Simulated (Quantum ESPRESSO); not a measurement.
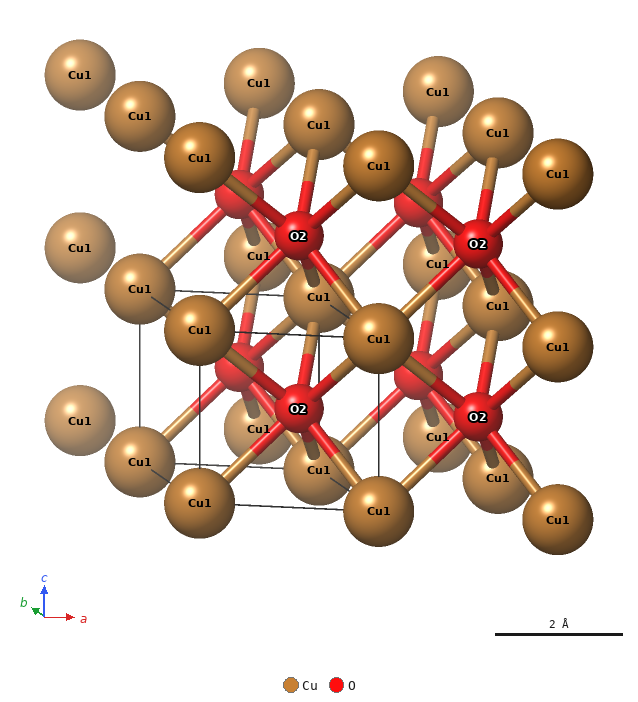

The input geometry (ball-and-stick view of the cell of the calculation, repeated 2 × 2 × 2, seen slightly off an axis; atoms are numbered from 1 in the order of the input).

Run report: CuO, single-point calculation (part 1 of 3)

The run: single-point calculation of CuO (P-6m2, 2 atoms in the cell). Method and program: Kohn-Sham DFT of a periodic cell, PBEsol, GBRV 1.5 PBEsol, no spin polarisation (Quantum ESPRESSO 7.5).

The structure was built on a prototype by a generator; it need not be a known phase. The volume is scaled by 1.06.

The input:
```
&CONTROL
  calculation = 'scf'
  prefix = 'pwscf'
  outdir = './tmp'
  pseudo_dir = './pseudo'
  tprnfor = .true.
  tstress = .true.
  disk_io = 'nowf'
/
&SYSTEM
  ibrav = 0
  nat = 2
  ntyp = 2
  ecutwfc = 56
  ecutrho = 448
  nbnd = 19
  occupations = 'smearing'
  smearing = 'fd'
  degauss = 0.00367493
/
&ELECTRONS
  conv_thr = 4d-10
  electron_maxstep = 120
  mixing_beta = 0.5
/
ATOMIC_SPECIES
Cu    63.5460 cu_pbesol_v1.2.uspp.F.UPF
O     15.9990 o_pbesol_v1.2.uspp.F.UPF
CELL_PARAMETERS angstrom
   2.8919534507    0.0000000000    0.0000000000
  -1.4459767203    2.5045051563    0.0000000000
   0.0000000000    0.0000000000    2.8224032844
ATOMIC_POSITIONS crystal
Cu     0.0000000000    0.0000000000    0.0000000000
O      0.6666666667    0.3333333333    0.5000000000
K_POINTS automatic
11 11 10 0 0 0
```

Launch command:
```bash
OMP_NUM_THREADS=1 pw.x -in pw.in > pw.out
```

Output:
```
This program is part of the open-source Quantum ESPRESSO suite
     for quantum simulation of materials; please cite
         "P. Giannozzi et al., J. Phys.:Condens. Matter 21 395502 (2009);
         "P. Giannozzi et al., J. Phys.:Condens. Matter 29 465901 (2017);
         "P. Giannozzi et al., J. Chem. Phys. 152 154105 (2020);
          URL
     in publications or presentations arising from this work. More details at

     Message from routine setup:
     using ibrav=0 with symmetry is DISCOURAGED, use correct ibrav instead

     G-vector sticks info
     --------------------
     sticks:   dense  smooth     PW     G-vecs:    dense   smooth      PW
     Sum         925     463    151                22139     7783    1401

     Using Slab Decomposition

     bravais-lattice index     =            0
     lattice parameter (alat)  =       5.4650  a.u.
     unit-cell volume          =     137.9523 (a.u.)^3
     number of atoms/cell      =            2
     number of atomic types    =            2
     number of electrons       =        25.00
     number of Kohn-Sham states=           19
     kinetic-energy cutoff     =      56.0000  Ry
     charge density cutoff     =     448.0000  Ry
     scf convergence threshold =      4.0E-10
     mixing beta               =       0.5000
     number of iterations used =            8  plain     mixing
     Exchange-correlation= SLA  PW   PSX  PSC
                           (   1   4  10   8   0   0   0)

     celldm(1)=   5.465000  celldm(2)=   0.000000  celldm(3)=   0.000000
     celldm(4)=   0.000000  celldm(5)=   0.000000  celldm(6)=   0.000000

     crystal axes: (cart. coord. in units of alat)
               a(1) = (   1.000000   0.000000   0.000000 )
               a(2) = (  -0.500000   0.866025   0.000000 )
               a(3) = (   0.000000   0.000000   0.975950 )

     reciprocal axes: (cart. coord. in units 2 pi/alat)
               b(1) = (  1.000000  0.577350 -0.000000 )
               b(2) = (  0.000000  1.154701  0.000000 )
               b(3) = (  0.000000 -0.000000  1.024642 )

     PseudoPot. # 1 for Cu read from file:
     cu_pbesol_v1.2.uspp.F.UPF
     Pseudo is Ultrasoft + core correction, Zval = 19.0
     Generated by new atomic code, or converted to UPF format
     Using radial grid of  867 points,  6 beta functions with:
                l(1) =   0
                l(2) =   0
                l(3) =   1
                l(4) =   1
                l(5) =   2
                l(6) =   2
     Q(r) pseudized with  8 coefficients,  rinner =    1.150   1.150   1.150
                                                       1.150   1.150

     PseudoPot. # 2 for O  read from file:
     o_pbesol_v1.2.uspp.F.UPF
     Pseudo is Ultrasoft + core correction, Zval =  6.0
     Generated by new atomic code, or converted to UPF format
     Using radial grid of  737 points,  5 beta functions with:
                l(1) =   0
                l(2) =   0
                l(3) =   1
                l(4) =   1
                l(5) =   2
     Q(r) pseudized with  8 coefficients,  rinner =    0.900   0.900   0.900
                                                       0.900   0.900

     atomic species   valence    mass     pseudopotential
     Cu               19.00    63.54600     Cu( 1.00)
     O                 6.00    15.99900     O ( 1.00)

     12 Sym. Ops. (no inversion) found

   Cartesian axes

     site n.     atom                  positions (alat units)
         1        Cu     tau(   1) = (   0.0000000   0.0000000   0.0000000  )
         2        O      tau(   2) = (   0.5000000   0.2886751   0.4879752  )

     number of k points=    96  Fermi-Dirac smearing, width (Ry)=  0.0037
                       cart. coord. in units 2pi/alat
        k(    1) = (   0.0000000   0.0000000   0.0000000), wk =   0.0016529
        k(    2) = (   0.0000000   0.0000000   0.1024642), wk =   0.0033058
        k(    3) = (   0.0000000   0.0000000   0.2049284), wk =   0.0033058
        k(    4) = (   0.0000000   0.0000000   0.3073927), wk =   0.0033058
        k(    5) = (   0.0000000   0.0000000   0.4098569), wk =   0.0033058
        k(    6) = (   0.0000000   0.0000000  -0.5123211), wk =   0.0016529
        k(    7) = (   0.0000000   0.1049728   0.0000000), wk =   0.0099174
        k(    8) = (   0.0000000   0.1049728   0.1024642), wk =   0.0198347
        k(    9) = (   0.0000000   0.1049728   0.2049284), wk =   0.0198347
        k(   10) = (   0.0000000   0.1049728   0.3073927), wk =   0.0198347
        k(   11) = (   0.0000000   0.1049728   0.4098569), wk =   0.0198347
        k(   12) = (   0.0000000   0.1049728  -0.5123211), wk =   0.0099174
        k(   13) = (   0.0000000   0.2099456   0.0000000), wk =   0.0099174
        k(   14) = (   0.0000000   0.2099456   0.1024642), wk =   0.0198347
        k(   15) = (   0.0000000   0.2099456   0.2049284), wk =   0.0198347
        k(   16) = (   0.0000000   0.2099456   0.3073927), wk =   0.0198347
        k(   17) = (   0.0000000   0.2099456   0.4098569), wk =   0.0198347
        k(   18) = (   0.0000000   0.2099456  -0.5123211), wk =   0.0099174
        k(   19) = (   0.0000000   0.3149183   0.0000000), wk =   0.0099174
        k(   20) = (   0.0000000   0.3149183   0.1024642), wk =   0.0198347
        k(   21) = (   0.0000000   0.3149183   0.2049284), wk =   0.0198347
        k(   22) = (   0.0000000   0.3149183   0.3073927), wk =   0.0198347
        k(   23) = (   0.0000000   0.3149183   0.4098569), wk =   0.0198347
        k(   24) = (   0.0000000   0.3149183  -0.5123211), wk =   0.0099174
        k(   25) = (   0.0000000   0.4198911   0.0000000), wk =   0.0099174
        k(   26) = (   0.0000000   0.4198911   0.1024642), wk =   0.0198347
        k(   27) = (   0.0000000   0.4198911   0.2049284), wk =   0.0198347
        k(   28) = (   0.0000000   0.4198911   0.3073927), wk =   0.0198347
        k(   29) = (   0.0000000   0.4198911   0.4098569), wk =   0.0198347
        k(   30) = (   0.0000000   0.4198911  -0.5123211), wk =   0.0099174
        k(   31) = (   0.0000000   0.5248639   0.0000000), wk =   0.0099174
        k(   32) = (   0.0000000   0.5248639   0.1024642), wk =   0.0198347
        k(   33) = (   0.0000000   0.5248639   0.2049284), wk =   0.0198347
        k(   34) = (   0.0000000   0.5248639   0.3073927), wk =   0.0198347
        k(   35) = (   0.0000000   0.5248639   0.4098569), wk =   0.0198347
        k(   36) = (   0.0000000   0.5248639  -0.5123211), wk =   0.0099174
        k(   37) = (   0.0909091   0.1574592   0.0000000), wk =   0.0099174
        k(   38) = (   0.0909091   0.1574592   0.1024642), wk =   0.0198347
        k(   39) = (   0.0909091   0.1574592   0.2049284), wk =   0.0198347
        k(   40) = (   0.0909091   0.1574592   0.3073927), wk =   0.0198347
        k(   41) = (   0.0909091   0.1574592   0.4098569), wk =   0.0198347
        k(   42) = (   0.0909091   0.1574592  -0.5123211), wk =   0.0099174
        k(   43) = (   0.0909091   0.2624319   0.0000000), wk =   0.0198347
        k(   44) = (   0.0909091   0.2624319   0.1024642), wk =   0.0396694
        k(   45) = (   0.0909091   0.2624319   0.2049284), wk =   0.0396694
        k(   46) = (   0.0909091   0.2624319   0.3073927), wk =   0.0396694
        k(   47) = (   0.0909091   0.2624319   0.4098569), wk =   0.0396694
        k(   48) = (   0.0909091   0.2624319  -0.5123211), wk =   0.0198347
        k(   49) = (   0.0909091   0.3674047   0.0000000), wk =   0.0198347
        k(   50) = (   0.0909091   0.3674047   0.1024642), wk =   0.0396694
        k(   51) = (   0.0909091   0.3674047   0.2049284), wk =   0.0396694
        k(   52) = (   0.0909091   0.3674047   0.3073927), wk =   0.0396694
        k(   53) = (   0.0909091   0.3674047   0.4098569), wk =   0.0396694
        k(   54) = (   0.0909091   0.3674047  -0.5123211), wk =   0.0198347
        k(   55) = (   0.0909091   0.4723775   0.0000000), wk =   0.0198347
        k(   56) = (   0.0909091   0.4723775   0.1024642), wk =   0.0396694
        k(   57) = (   0.0909091   0.4723775   0.2049284), wk =   0.0396694
        k(   58) = (   0.0909091   0.4723775   0.3073927), wk =   0.0396694
        k(   59) = (   0.0909091   0.4723775   0.4098569), wk =   0.0396694
        k(   60) = (   0.0909091   0.4723775  -0.5123211), wk =   0.0198347
        k(   61) = (   0.0909091   0.5773503   0.0000000), wk =   0.0099174
        k(   62) = (   0.0909091   0.5773503   0.1024642), wk =   0.0198347
        k(   63) = (   0.0909091   0.5773503   0.2049284), wk =   0.0198347
        k(   64) = (   0.0909091   0.5773503   0.3073927), wk =   0.0198347
        k(   65) = (   0.0909091   0.5773503   0.4098569), wk =   0.0198347
        k(   66) = (   0.0909091   0.5773503  -0.5123211), wk =   0.0099174
        k(   67) = (   0.1818182   0.3149183   0.0000000), wk =   0.0099174
        k(   68) = (   0.1818182   0.3149183   0.1024642), wk =   0.0198347
        k(   69) = (   0.1818182   0.3149183   0.2049284), wk =   0.0198347
        k(   70) = (   0.1818182   0.3149183   0.3073927), wk =   0.0198347
        k(   71) = (   0.1818182   0.3149183   0.4098569), wk =   0.0198347
        k(   72) = (   0.1818182   0.3149183  -0.5123211), wk =   0.0099174
        k(   73) = (   0.1818182   0.4198911   0.0000000), wk =   0.0198347
        k(   74) = (   0.1818182   0.4198911   0.1024642), wk =   0.0396694
        k(   75) = (   0.1818182   0.4198911   0.2049284), wk =   0.0396694
        k(   76) = (   0.1818182   0.4198911   0.3073927), wk =   0.0396694
        k(   77) = (   0.1818182   0.4198911   0.4098569), wk =   0.0396694
        k(   78) = (   0.1818182   0.4198911  -0.5123211), wk =   0.0198347
        k(   79) = (   0.1818182   0.5248639   0.0000000), wk =   0.0198347
        k(   80) = (   0.1818182   0.5248639   0.1024642), wk =   0.0396694
        k(   81) = (   0.1818182   0.5248639   0.2049284), wk =   0.0396694
        k(   82) = (   0.1818182   0.5248639   0.3073927), wk =   0.0396694
        k(   83) = (   0.1818182   0.5248639   0.4098569), wk =   0.0396694
        k(   84) = (   0.1818182   0.5248639  -0.5123211), wk =   0.0198347
        k(   85) = (   0.2727273   0.4723775   0.0000000), wk =   0.0099174
        k(   86) = (   0.2727273   0.4723775   0.1024642), wk =   0.0198347
        k(   87) = (   0.2727273   0.4723775   0.2049284), wk =   0.0198347
        k(   88) = (   0.2727273   0.4723775   0.3073927), wk =   0.0198347
        k(   89) = (   0.2727273   0.4723775   0.4098569), wk =   0.0198347
        k(   90) = (   0.2727273   0.4723775  -0.5123211), wk =   0.0099174
        k(   91) = (   0.2727273   0.5773503   0.0000000), wk =   0.0099174
        k(   92) = (   0.2727273   0.5773503   0.1024642), wk =   0.0198347
        k(   93) = (   0.2727273   0.5773503   0.2049284), wk =   0.0198347
        k(   94) = (   0.2727273   0.5773503   0.3073927), wk =   0.0198347
        k(   95) = (   0.2727273   0.5773503   0.4098569), wk =   0.0198347
        k(   96) = (   0.2727273   0.5773503  -0.5123211), wk =   0.0099174

     Dense  grid:    22139 G-vectors     FFT dimensions: (  40,  40,  36)

     Smooth grid:     7783 G-vectors     FFT dimensions: (  27,  27,  25)

     Check: negative core charge=   -0.000002

     Initial potential from superposition of free atoms

     starting charge      24.0000, renormalised to      25.0000
     Starting wfcs are   17 randomized atomic wfcs +    2 random wfcs

     Self-consistent Calculation

     iteration #  1     ecut=    56.00 Ry     beta= 0.50
     Davidson diagonalization with overlap
     ethr =  1.00E-02,  avg # of iterations =  5.1

     total energy              =    -434.33012969 Ry
     estimated scf accuracy    <       2.38782820 Ry

     iteration #  2     ecut=    56.00 Ry     beta= 0.50
     Davidson diagonalization with overlap
     ethr =  9.55E-03,  avg # of iterations =  2.7

     total energy              =    -435.19878416 Ry
     estimated scf accuracy    <       4.72083179 Ry

     iteration #  3     ecut=    56.00 Ry     beta= 0.50
     Davidson diagonalization with overlap
     ethr =  9.55E-03,  avg # of iterations =  2.0

     total energy              =    -435.59884009 Ry
     estimated scf accuracy    <       0.20190193 Ry

     iteration #  4     ecut=    56.00 Ry     beta= 0.50
     Davidson diagonalization with overlap
     ethr =  8.08E-04,  avg # of iterations =  2.0

     total energy              =    -435.62382341 Ry
     estimated scf accuracy    <       0.00774507 Ry

     iteration #  5     ecut=    56.00 Ry     beta= 0.50
     Davidson diagonalization with overlap
     ethr =  3.10E-05,  avg # of iterations =  3.0

     total energy              =    -435.62554243 Ry
     estimated scf accuracy    <       0.00049329 Ry

     iteration #  6     ecut=    56.00 Ry     beta= 0.50
     Davidson diagonalization with overlap
     ethr =  1.97E-06,  avg # of iterations =  3.7

     total energy              =    -435.62536352 Ry
     estimated scf accuracy    <       0.00122699 Ry

     iteration #  7     ecut=    56.00 Ry     beta= 0.50
     Davidson diagonalization with overlap
     ethr =  1.97E-06,  avg # of iterations =  1.9

     total energy              =    -435.62554139 Ry
     estimated scf accuracy    <       0.00002209 Ry

     iteration #  8     ecut=    56.00 Ry     beta= 0.50
     Davidson diagonalization with overlap
     ethr =  8.84E-08,  avg # of iterations =  3.3

     total energy              =    -435.62547272 Ry
     estimated scf accuracy    <       0.00032941 Ry

     iteration #  9     ecut=    56.00 Ry     beta= 0.50
     Davidson diagonalization with overlap
     ethr =  8.84E-08,  avg # of iterations =  3.0

     total energy              =    -435.62552814 Ry
     estimated scf accuracy    <       0.00002075 Ry

     iteration # 10     ecut=    56.00 Ry     beta= 0.50
     Davidson diagonalization with overlap
     ethr =  8.30E-08,  avg # of iterations =  1.0

     total energy              =    -435.62553075 Ry
     estimated scf accuracy    <       0.00000002 Ry

     iteration # 11     ecut=    56.00 Ry     beta= 0.50
     Davidson diagonalization with overlap
     ethr =  6.98E-11,  avg # of iterations =  4.5

     total energy              =    -435.62553083 Ry
     estimated scf accuracy    <       0.00000011 Ry

     iteration # 12     ecut=    56.00 Ry     beta= 0.50
     Davidson diagonalization with overlap
     ethr =  6.98E-11,  avg # of iterations =  2.0

     total energy              =    -435.62553084 Ry
     estimated scf accuracy    <          2.0E-09 Ry

     iteration # 13     ecut=    56.00 Ry     beta= 0.50
     Davidson diagonalization with overlap
     ethr =  7.95E-12,  avg # of iterations =  2.1

     End of self-consistent calculation

          k = 0.0000 0.0000 0.0000 (   985 PWs)   bands (ev):

  -100.6619 -58.3336 -58.1399 -58.1399  -7.7549   7.6063   7.6063   7.9546
     8.4925   9.3145   9.3145  10.8065  10.8065  11.6898  25.7078  27.0025
    27.0025  28.7098  31.2936

          k = 0.0000 0.0000 0.1025 (   985 PWs)   bands (ev):

  -100.6618 -58.3353 -58.1398 -58.1398  -7.6799   7.2518   7.6465   7.6465
     8.6341   9.2426   9.2426  10.8291  10.8291  12.3075  24.9257  27.2161
    27.2161  29.3337  31.6026

          k = 0.0000 0.0000 0.2049 (   985 PWs)   bands (ev):

  -100.6616 -58.3396 -58.1395 -58.1395  -7.4743   5.9834   7.7506   7.7506
     8.8781   9.0833   9.0833  10.8595  10.8595  13.5343  23.2922  27.8476
    27.8476  30.7164  32.3427

          k = 0.0000 0.0000 0.3074 (   979 PWs)   bands (ev):

  -100.6612 -58.3450 -58.1391 -58.1391  -7.1994   4.7808   7.8697   7.8697
     8.9417   8.9417   9.1707  10.8488  10.8488  14.8867  21.4305  28.8609
    28.8609  32.1652  33.5646

          k = 0.0000 0.0000 0.4099 (   996 PWs)   bands (ev):

  -100.6610 -58.3493 -58.1387 -58.1387  -6.9564   3.9333   7.9455   7.9455
     8.8808   8.8808   9.4152  10.8047  10.8047  16.3060  19.5942  30.1372
    30.1372  32.8621  32.8621

          k = 0.0000 0.0000-0.5123 (   984 PWs)   bands (ev):

  -100.6609 -58.3510 -58.1386 -58.1386  -6.8578   3.6263   7.9662   7.9662
     8.8742   8.8742   9.5111  10.7793  10.7793  17.6561  18.0839  30.9976
    30.9976  32.7315  32.7315

          k = 0.0000 0.1050 0.0000 (   981 PWs)   bands (ev):

  -100.6618 -58.3335 -58.1414 -58.1403  -7.6775   7.3035   7.6490   8.0113
     8.2522   9.3063   9.6057  10.3477  10.7296  12.3955  25.6443  25.9186
    27.0930  28.5884  32.5135

          k = 0.0000 0.1050 0.1025 (   986 PWs)   bands (ev):

  -100.6617 -58.3351 -58.1413 -58.1402  -7.6044   7.2156   7.4067   7.6802
     8.5134   9.2341   9.4629  10.4754  10.7683  12.8905  24.9919  25.9665
    27.2734  29.1505  32.8217

          k = 0.0000 0.1050 0.2049 (   986 PWs)   bands (ev):

  -100.6615 -58.3395 -58.1409 -58.1398  -7.4044   6.0376   7.5181   7.7561
     8.7305   9.0828   9.2794  10.6007  10.8365  13.9742  23.3766  26.4721
    27.7942  30.3292  33.4180

          k = 0.0000 0.1050 0.3074 (   985 PWs)   bands (ev):

  -100.6611 -58.3448 -58.1405 -58.1394  -7.1375   4.8793   7.6884   7.8299
     8.8305   8.9640   9.2860  10.6264  10.8702  15.2205  21.5448  27.2959
    28.5731  31.2833  33.4922

          k = 0.0000 0.1050 0.4099 (   988 PWs)   bands (ev):

  -100.6609 -58.3492 -58.1402 -58.1391  -6.9023   4.0572   7.8098   7.8631
     8.8201   8.9264   9.4591  10.5841  10.8632  16.5295  19.7789  28.3541
    29.3803  30.9957  33.0169

          k = 0.0000 0.1050-0.5123 (   986 PWs)   bands (ev):

  -100.6608 -58.3508 -58.1400 -58.1390  -6.8070   3.7589   7.8482   7.8678
     8.8188   8.9275   9.5474  10.5522  10.8528  17.6079  18.5276  29.1846
    29.7508  30.3011  33.0018

          k = 0.0000 0.2099 0.0000 (   973 PWs)   bands (ev):

  -100.6615 -58.3331 -58.1453 -58.1413  -7.4622   6.5546   7.7689   7.8838
     8.1381   9.2844   9.9026  10.1106  10.5241  13.4824  23.7351  26.0629
    27.2782  28.3022  33.2555

          k = 0.0000 0.2099 0.1025 (   974 PWs)   bands (ev):

  -100.6614 -58.3347 -58.1452 -58.1412  -7.3946   6.5926   7.3198   7.7691
     8.3794   9.2192   9.7525  10.1647  10.6041  13.9152  23.7922  25.3866
    27.3608  28.5947  33.7338

          k = 0.0000 0.2099 0.2049 (   983 PWs)   bands (ev):

  -100.6612 -58.3390 -58.1448 -58.1409  -7.2103   6.1295   6.9599   7.7553
     8.5802   9.1079   9.5037  10.2641  10.7676  14.8526  23.3533  24.5998
    27.5713  29.2327  34.1304

          k = 0.0000 0.2099 0.3074 (   982 PWs)   bands (ev):

  -100.6608 -58.3444 -58.1444 -58.1404  -6.9661   5.1390   7.1776   7.7097
     8.6936   9.0548   9.4192  10.2869  10.9128  15.8894  21.8025  25.0412
    27.8057  29.4997  33.6704

          k = 0.0000 0.2099 0.4099 (   982 PWs)   bands (ev):

  -100.6606 -58.3487 -58.1440 -58.1401  -6.7525   4.3972   7.3806   7.6531
     8.7159   9.0618   9.5278  10.2137  10.9991  16.8692  20.3349  25.8379
    27.9533  28.8120  33.5435

          k = 0.0000 0.2099-0.5123 (   996 PWs)   bands (ev):
```
